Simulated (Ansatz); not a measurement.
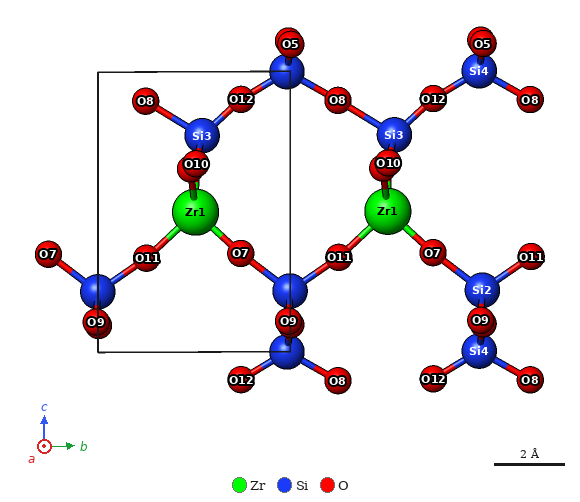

Solid ZrSi₃O₈ (a generated structure, set up in P1) (coarse preliminary run), before the relaxation. A ball-and-stick model of the cell of the calculation, reduced to other axes, repeated 1 × 2 × 1 with one cell outlined, seen along the a axis. Lengths and directions refer to the drawn axes.

The calculation used DFT PBE, scalar-relativistic, plane waves, PAW in Ansatz.

The input:
```yaml
crystal:
  lattice:
    - [5.5064684856, 0.0857074509, 0.0138785885]
    - [0.0857074509, 5.5021153778, 0.0863388014]
    - [0.0202641168, 0.1260632198, 8.025979364]
  atoms:
    - { symbol: Zr, position: [0.4926715776, 0.5128792636, 0.5008209928] }
    - { symbol: Si, position: [0.0011170861, 0.5042639923, 0.7836648094] }
    - { symbol: Si, position: [0.4585123167, 0.0023171846, 0.2281184521] }
    - { symbol: Si, position: [0.0173412653, -0.014322846, 0.0008450234] }
    - { symbol: O, position: [-0.0026707046, 0.7489079166, 0.9037336467] }
    - { symbol: O, position: [0.5193274633, 0.228969653, 0.3464336103] }
    - { symbol: O, position: [0.2576321538, 0.498480085, 0.6489615726] }
    - { symbol: O, position: [0.7520359484, 0.0058642066, 0.1042649672] }
    - { symbol: O, position: [0.009445727, 0.2469554731, 0.8913590983] }
    - { symbol: O, position: [0.49088828, 0.7675439758, 0.3281964972] }
    - { symbol: O, position: [0.747576911, 0.4879403334, 0.6643862007] }
    - { symbol: O, position: [0.2561219752, 0.010200762, 0.0992151293] }
basis:
  ecutwfc: 420
kpoints:
  mp_grid: { grid: [4, 4, 2] }
hamiltonian:
  xc: pbe
scf:
  occupations: { method: gaussian, width: 0.1 }
  lower_state_search: "off"
output:
  forces: true
  stress: true
  eigenvalues: true
relax:
  adjacent_minimum: "off"
  f_tol: 0.025
  max_steps: 60
  cell: { stress_tol: 0.25 }
```

Launched with:
```bash
ansatz run input.yaml --threads 4 --pin off --max-ram 8192MiB --backend cpu --events-out ev --progress --plain --runs-dir out
```

Question: What does the optimiser find from here?

Answer: The energy falls by 255 meV per atom in 13 accepted moves (16 points after the start). The largest force component goes from 7.4 to 0.0043 eV/Å. The pressure goes from 3.00 to −0.04 GPa. The line search rejected the trial step at point 10 of the run. At 2 points the geometry stayed and the basis and grid were re-selected for the new cell (energy shift of 2.5 meV per atom at most each time). O7 moves most relative to the cell: 0.78 Å roughly along [−1 3 2]. By element the largest moves are O 0.78 Å, Si 0.38 Å, Zr 0.19 Å. The drawn cell changes as follows: a 5.503 → 5.371 Å (−2.4 %), b 5.507 → 5.373 Å (−2.4 %), c 8.027 → 7.625 Å (−5.0 %), α 89.7° → 90.0°, β 88.2° → 90.0°, γ 88.2° → 89.0°; the volume changes by −9.5 %. Among the contacts that change: Si3–O8 1.894 → 1.629 Å, Zr1–O7 1.755 → 1.954 Å, Si2–O7 1.775 → 1.635 Å, Si3–O10 1.506 → 1.626 Å. Among the angles between lasting bonds that change: Zr1–O7–Si2 173.8° → 143.2°, Zr1–O11–Si2 168.9° → 140.1°, Zr1–O10–Si3 165.4° → 140.1°. The space group stays P1 (No. 1). Cost: 47 s on 4 threads of Intel(R) Xeon(R) 6975P-C (Granite Rapids), on a shared host, peak memory 0.72 GiB.

Final geometry:

```
Zr Si O
1.0
     5.37237    0.04575    0.00045
     0.04575    5.37074   -0.00183
     0.00224    0.00087    7.62470
Zr Si O
1 3 8
Direct
  0.47979 0.48012 0.50004
  0.97516 0.52371 0.76976
  0.52399 0.97546 0.23021
  0.02317 0.02284 0.99998
  0.04144 0.75979 0.89447
  0.53117 0.14299 0.40922
  0.14283 0.53182 0.59089
  0.76099 0.04171 0.10641
  0.03714 0.26033 0.86831
  0.53732 0.68572 0.29170
  0.68554 0.53769 0.70826
  0.26149 0.03782 0.13074
```

The end point in the same view:

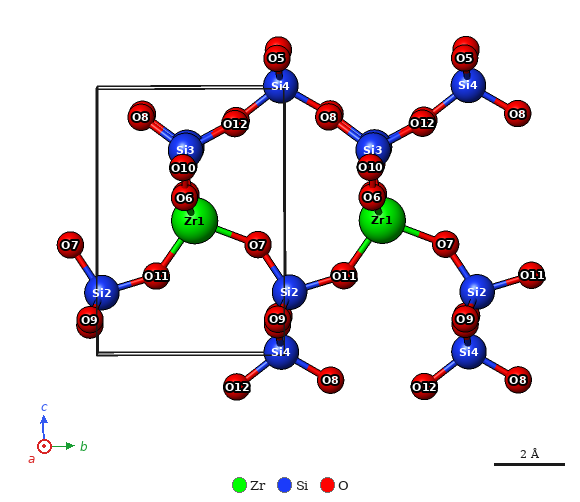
